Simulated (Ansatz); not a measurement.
Phonon calculation of YN (part 1 of 2)

The run: phonon calculation of YN (2 atoms in the cell). Method and program: DFT, PBEsol, PAW with Ansatz's default frozen-core files, scalar-relativistic; harmonic phonons by finite displacements, no spin polarisation (Ansatz 0.2.0).

The structure derives from an entry of the Crystallography Open Database. It belongs to a series of runs on one base structure; here: PAW files in place of LAPW.

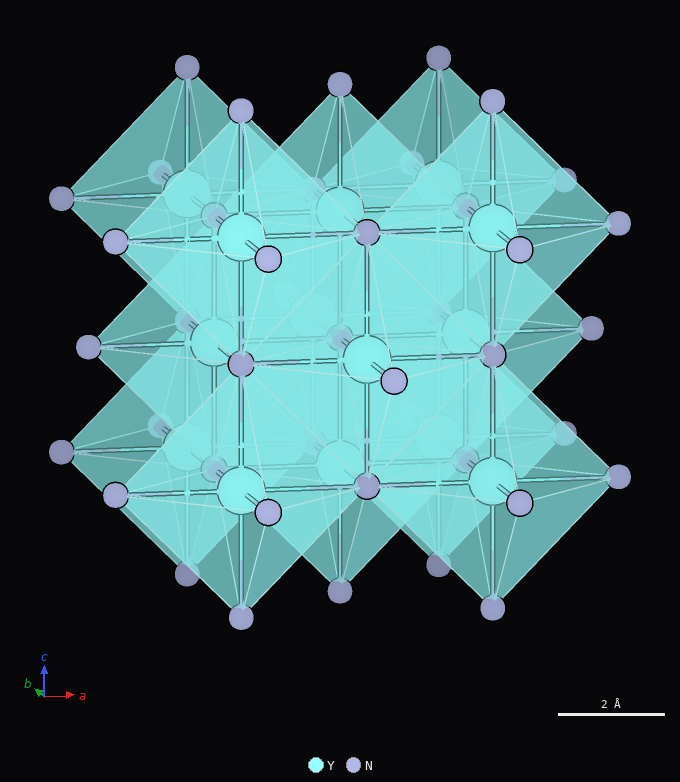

The structure (polyhedral view of the cell 4 times as large as that of the calculation, set on its symmetry axes, seen slightly off an axis; polyhedra are completed across the faces of the cell). An atom can appear more than once, as a periodic image.

### Summary

```json
{"quantity": "outcome", "value": "converged"}
{"quantity": "space group (tolerance 0.01 Å)", "value": "Fm-3m (225)"}
{"quantity": "electrons treated", "value": "32"}
{"quantity": "free energy", "value": "−8354.4852 eV"}
{"quantity": "Fermi energy", "value": "12.205 eV"}
{"quantity": "largest force (length of the vector)", "value": "under 0.001 eV/Å"}
{"quantity": "hardware", "value": "1 thread of Intel Xeon (Granite Rapids), 32 GiB of memory available, shared host"}
{"quantity": "wall time", "value": "1.8 min"}
{"quantity": "peak memory", "value": "0.85 GiB"}
```

### Input
```yaml
crystal:
  lattice:
    - [0.0, 2.42798042101, 2.42798042101]
    - [2.42798042101, 0.0, 2.42798042101]
    - [2.42798042101, 2.42798042101, 0.0]
  atoms:
    - { symbol: "Y", position: [0.0, 0.0, 0.0] }
    - { symbol: "N", position: [0.5, 0.5, 0.5] }
kpoints:
  mp_grid: { grid: [14, 14, 14] }
scf:
  occupations: { method: fermi_dirac, width: 0.1 }
hamiltonian:
  xc: pbesol
  pseudopotentials: { kind: paw }
phonons:
  qmesh: [2, 2, 2]
  qpath:
    path:
      - [0.0, 0.0, 0.0]
      - [0.5, 0.0, 0.5]
      - [0.625, 0.25, 0.625]
      - [0.375, 0.375, 0.75]
      - [0.0, 0.0, 0.0]
      - [0.5, 0.5, 0.5]
      - [0.5, 0.25, 0.75]
      - [0.5, 0.0, 0.5]
    npoints: 6
  temperatures: { t_min: 0, t_max: 1000, t_step: 100 }
```

Launch command:
```bash
ansatz run input.yaml --threads 1 --pin off --max-ram 3072MiB --backend cpu --events-out ev --progress --plain --runs-dir out
```

### Log
```
Engine: ansatz 0.2.0, x86_64-unknown-linux-gnu
Pseudopotentials: kind: paw
Pseudopotential: Y, paw, valence charge 11, recommended cutoff 420 eV (normal), Y.paw.azcp
Pseudopotential: N, paw, valence charge 5, recommended cutoff 420 eV (normal), N.paw.azcp
Functional definition: PBEsol
  exchange = pbesol_x
  correlation = pbesol_c
Crystal: 4 atoms, lattice volume = 57.253 Å³
Basis set: ecut = 420 eV, 1105 PW (Γ), FFT grids on a1, a2, −a2+a3, exchange–correlation on 48×48×80 points (8 copies of the dense FFT grid, shifted against one another)
Bands: 19, of which v1, the nominal top of the filled ones, is band 16 counted from 1 (15 counted from 0)
Symmetry: 24 space group operations
k-points: 144 of 1372
Non-local potential: Y, projectors of the file, l = 0: 3, l = 1: 2, l = 2: 2, l = 3: 1
Non-local potential: N, projectors of the file, l = 0: 2, l = 1: 2, l = 2: 1
PAW form: soft (Blöchl's): semilocal exchange-correlation on the pseudo side does not see the compensation charge
PAW frozen core: Y, regenerated for the run's functional, and the local potential with it (the file was generated under x = pbe(κ = 0.804, μ = 0.2195149727645171), c = pbe(β = 0.06672455060314922))
PAW frozen core: N, regenerated for the run's functional, and the local potential with it (the file was generated under x = pbe(κ = 0.804, μ = 0.2195149727645171), c = pbe(β = 0.06672455060314922))
PAW one-centre angular grid: Y, 590 points (default); XC on 64 Gauss nodes
PAW one-centre angular grid: N, 110 points (default); XC on 64 Gauss nodes
Initial density: handed on by an earlier stage of this run
Initial wavefunctions: those handed on with the density
Functional: x = pbesol(κ = 0.804, μ = 0.12345679012345678), c = pbesol(β = 0.046)
SCF iter   1: F=—  HF=-8354.485162 eV  |F-HF|=—  |Δ(HF+E_count)|=         —  Δρ=9.16e-8  dr2=1.26e-12  ethr=1.95e-12  ⟨swp⟩=6.1  Hψ=12749  notcnv=0
preconditioner: auto → Kerker (q_TF=auto, 2.476 Å⁻¹)  [metal: Δε(μ)=0.102 eV  Ē_g=15.155 eV  σ=0.100 eV  W_gap=0.25  n_scr=16 (ndim 8)  ℏωp=26.0 eV  f_vac=0.000  D(μ)=0.09/eV (n_scr^D=0)]
SCF iter   2: F=-8354.485162 eV  HF=-8354.485162 eV  |F-HF|=1.82e-12  |Δ(HF+E_count)|=    0.00e0  Δρ=5.11e-8  dr2=3.79e-13  ethr=1.00e-12  ⟨swp⟩=3.0  Hψ=6182  notcnv=0
SCF 1 converged in 2 iterations: F = -8354.485162 eV  dr2 = 3.79e-13
  greatest PAW one-centre occupation: 0.993 electrons in one spin orbital (limit 2), on the Y atom at site 2 (counted from 0), in its partial waves of l = 0
Crystal: 2 atoms, lattice volume = 28.626 Å³
Basis set: ecut = 420 eV, 537 PW (Γ), exchange–correlation on 48×48×48 points (8 copies of the dense FFT grid, shifted against one another)
Bands: 12, of which v1, the nominal top of the filled ones, is band 8 counted from 1 (7 counted from 0)
Symmetry: 48 space group operations
k-points: 104 of 2744
Initial density: read from a saved state, or passed on in memory by an earlier SCF of this step, an earlier step, the calling program or the single point that the run made first
Initial wavefunctions: pseudopotential atomic-orbital guess
iter 1 solved again at ethr=4.29e-8 eV; its pass at ethr=3.10e-3 eV (dr2=6.87e-6 eV) is discarded
SCF iter   1: F=—  HF=-4177.242580 eV  |F-HF|=—  |Δ(HF+E_count)|=         —  Δρ=6.03e-7  dr2=1.10e-10  ethr=4.29e-8  ⟨swp⟩=3.1  Hψ=10248  notcnv=0
eigensolver tolerance schedule: the retry pair's looser diagonalisation over-reported the residual by 62422.50 of it (diagonalisation noise at 6.38 of the residual, at the tolerance the schedule requests for it); recorded, not acted on — ethr = c·dr2/N_el stays at c = 1.0e-1
preconditioner: auto → none  [metal: Δε(μ)=0.102 eV  Ē_g=17.013 eV  σ=0.100 eV  W_gap=0.25  n_scr=8 (ndim 8)  ℏωp=26.0 eV  f_vac=0.000  D(μ)=0.05/eV (n_scr^D=0)]
iter 2 did not close the SCF: its close was put off for the readings that it lacked (scf_convergence_deferred on its scf_iter line)
SCF iter   2: F=-4177.242581 eV  HF=-4177.242581 eV  |F-HF|=5.18e-11  |Δ(HF+E_count)|=   9.25e-7  Δρ=4.69e-7  dr2=6.63e-11  ethr=1.00e-12  ⟨swp⟩=3.0  Hψ=2543  notcnv=0
iter 3 did not close the SCF: its close was put off for the readings that it lacked (scf_convergence_deferred on its scf_iter line)
SCF iter   3: F=-4177.242581 eV  HF=-4177.242581 eV  |F-HF|=1.36e-11  |Δ(HF+E_count)|=  1.00e-11  Δρ=2.49e-7  dr2=1.90e-11  ethr=1.00e-12  ⟨swp⟩=1.0  Hψ=1248  notcnv=0
iter 4 did not close the SCF: its close was put off for the readings that it lacked (scf_convergence_deferred on its scf_iter line)
SCF iter   4: F=-4177.242581 eV  HF=-4177.242581 eV  |F-HF|=3.64e-12  |Δ(HF+E_count)|=  2.73e-12  Δρ=1.06e-7  dr2=3.55e-12  ethr=1.00e-12  ⟨swp⟩=1.0  Hψ=1248  notcnv=0
iter 5 did not close the SCF: its close was put off for the readings that it lacked (scf_convergence_deferred on its scf_iter line)
SCF iter   5: F=-4177.242581 eV  HF=-4177.242581 eV  |F-HF|=1.82e-12  |Δ(HF+E_count)|=  1.82e-12  Δρ=6.38e-8  dr2=1.28e-12  ethr=1.00e-12  ⟨swp⟩=1.0  Hψ=1248  notcnv=0
SCF iter   6: F=-4177.242581 eV  HF=-4177.242581 eV  |F-HF|=9.09e-13  |Δ(HF+E_count)|=  1.82e-12  Δρ=8.00e-9  dr2=1.97e-14  ethr=1.00e-12  ⟨swp⟩=1.0  Hψ=2912  notcnv=0
SCF 2 converged in 6 iterations: F = -4177.242581 eV  dr2 = 1.97e-14
  greatest PAW one-centre occupation: 0.993 electrons in one spin orbital (limit 2), on the Y atom at site 0 (counted from 0), in its partial waves of l = 0
k-points: 244 of 2744 (irreducible under 8 space group operations, time reversal used)
iter 1 solved again at ethr=1.26e-7 eV; its pass at ethr=3.10e-3 eV (dr2=2.02e-5 eV) is discarded
SCF iter   1: F=—  HF=-4177.241863 eV  |F-HF|=—  |Δ(HF+E_count)|=         —  Δρ=2.64e-4  dr2=2.87e-5  ethr=1.26e-7  ⟨swp⟩=2.6  Hψ=21276  notcnv=0  defer=385
preconditioner: auto → none  [insulator: Δε(μ)=0.080 eV  Ē_g=17.014 eV  n_scr=8 (ndim 8)  ℏωp=26.0 eV  f_vac=0.000  ε∞_Penn≈3.3]
SCF iter   2: F=—  HF=-4177.241863 eV  |F-HF|=—  |Δ(HF+E_count)|=   3.03e-7  Δρ=3.17e-4  dr2=3.10e-5  ethr=1.26e-7  ⟨swp⟩=2.0  Hψ=3904  notcnv=0  defer=337
SCF iter   3: F=—  HF=-4177.241856 eV  |F-HF|=—  |Δ(HF+E_count)|=   7.05e-6  Δρ=3.92e-5  dr2=2.43e-7  ethr=1.26e-7  ⟨swp⟩=2.0  Hψ=3703  notcnv=0  defer=2
SCF iter   4: F=—  HF=-4177.241858 eV  |F-HF|=—  |Δ(HF+E_count)|=   1.48e-6  Δρ=3.41e-6  dr2=1.99e-9  ethr=1.52e-9  ⟨swp⟩=2.6  Hψ=4532  notcnv=0
SCF iter   5: F=-4177.241858 eV  HF=-4177.241858 eV  |F-HF|=2.18e-11  |Δ(HF+E_count)|=  6.51e-10  Δρ=7.94e-7  dr2=6.35e-11  ethr=1.00e-12  ⟨swp⟩=3.9  Hψ=10094  notcnv=0
SCF 3 converged in 5 iterations: F = -4177.241858 eV  dr2 = 6.35e-11
NSCF: frozen V_eff on 142 k-points
DFPT response loops at Γ: preconditioner auto → none (the input reference at scf.mixing.eps_inf says where Resta's filter doesn't serve); β = 0.50; Broyden in place of MSR1
── the response to a field inside a basis, on 16×16×16 k-points: an SCF that follows is theirs, and a resumed run solves both again ──
Bands: 9, of which v1, the nominal top of the filled ones, is band 8 counted from 1 (7 counted from 0)
k-points: 408
Initial wavefunctions: pseudopotential atomic-orbital guess (no wavefunctions were taken with the density)
Eigensolver: Dense (408 Hₖ)
SCF iter   1: F=—  HF=-4177.242623 eV  |F-HF|=—  |Δ(HF+E_count)|=         —  Δρ=2.42e-4  dr2=2.42e-6  ethr=1.00e-1
preconditioner: auto → none  [insulator: Δε(μ)=0.144 eV  Ē_g=14.484 eV  n_scr=8 (ndim 8)  ℏωp=26.0 eV  f_vac=0.000  ε∞_Penn≈4.2]
SCF iter   2: F=—  HF=-4177.242625 eV  |F-HF|=—  |Δ(HF+E_count)|=   1.91e-6  Δρ=1.16e-4  dr2=7.02e-7  ethr=1.51e-8
SCF iter   3: F=—  HF=-4177.242626 eV  |F-HF|=—  |Δ(HF+E_count)|=   1.11e-6  Δρ=7.21e-5  dr2=1.74e-6  ethr=4.39e-9
SCF iter   4: F=-4177.242626 eV  HF=-4177.242626 eV  |F-HF|=1.75e-9  |Δ(HF+E_count)|=   3.60e-7  Δρ=7.65e-6  dr2=5.79e-9  ethr=4.39e-9
SCF 1 converged in 4 iterations: F = -4177.242626 eV  dr2 = 5.79e-9
DFPT response loops at Γ: mixed as the last ones told, above
Symmetry: 2 space group operations
k-points: 372 of 1372 (time reversal used)
iter 1 solved again at ethr=7.06e-8 eV; its pass at ethr=3.10e-3 eV (dr2=2.26e-5 eV) is discarded
SCF iter   1: F=—  HF=-8354.485121 eV  |F-HF|=—  |Δ(HF+E_count)|=         —  Δρ=1.98e-4  dr2=2.54e-5  ethr=7.06e-8  ⟨swp⟩=2.0  Hψ=42021  notcnv=0
SCF iter   2: F=—  HF=-8354.485138 eV  |F-HF|=—  |Δ(HF+E_count)|=   1.65e-5  Δρ=8.16e-5  dr2=3.18e-6  ethr=7.06e-8  ⟨swp⟩=2.0  Hψ=9676  notcnv=0
SCF iter   3: F=—  HF=-8354.485137 eV  |F-HF|=—  |Δ(HF+E_count)|=   7.95e-7  Δρ=3.52e-5  dr2=1.08e-6  ethr=9.94e-9  ⟨swp⟩=2.4  Hψ=10269  notcnv=0
SCF iter   4: F=—  HF=-8354.485137 eV  |F-HF|=—  |Δ(HF+E_count)|=   3.20e-7  Δρ=8.90e-6  dr2=8.20e-8  ethr=3.38e-9  ⟨swp⟩=2.7  Hψ=11810  notcnv=0
SCF iter   5: F=—  HF=-8354.485137 eV  |F-HF|=—  |Δ(HF+E_count)|=   2.41e-8  Δρ=2.55e-6  dr2=8.02e-9  ethr=2.56e-10  ⟨swp⟩=2.3  Hψ=10414  notcnv=0
SCF iter   6: F=—  HF=-8354.485137 eV  |F-HF|=—  |Δ(HF+E_count)|=   1.19e-9  Δρ=1.22e-6  dr2=1.09e-9  ethr=2.51e-11  ⟨swp⟩=2.2  Hψ=9899  notcnv=0
SCF iter   7: F=—  HF=-8354.485137 eV  |F-HF|=—  |Δ(HF+E_count)|=  1.80e-10  Δρ=7.34e-7  dr2=3.50e-10  ethr=3.42e-12  ⟨swp⟩=2.0  Hψ=10049  notcnv=0
SCF iter   8: F=—  HF=-8354.485137 eV  |F-HF|=—  |Δ(HF+E_count)|=  6.91e-11  Δρ=1.55e-7  dr2=1.79e-11  ethr=1.10e-12  ⟨swp⟩=2.0  Hψ=9974  notcnv=0
SCF iter   9: F=-8354.485137 eV  HF=-8354.485137 eV  |F-HF|=1.82e-12  |Δ(HF+E_count)|=  1.82e-12  Δρ=3.31e-8  dr2=9.02e-13  ethr=1.00e-12  ⟨swp⟩=5.0  Hψ=28471  notcnv=0
SCF 2 converged in 9 iterations: F = -8354.485137 eV  dr2 = 9.02e-13
iter 1 solved again at ethr=3.45e-8 eV; its pass at ethr=3.10e-3 eV (dr2=1.10e-5 eV) is discarded
```
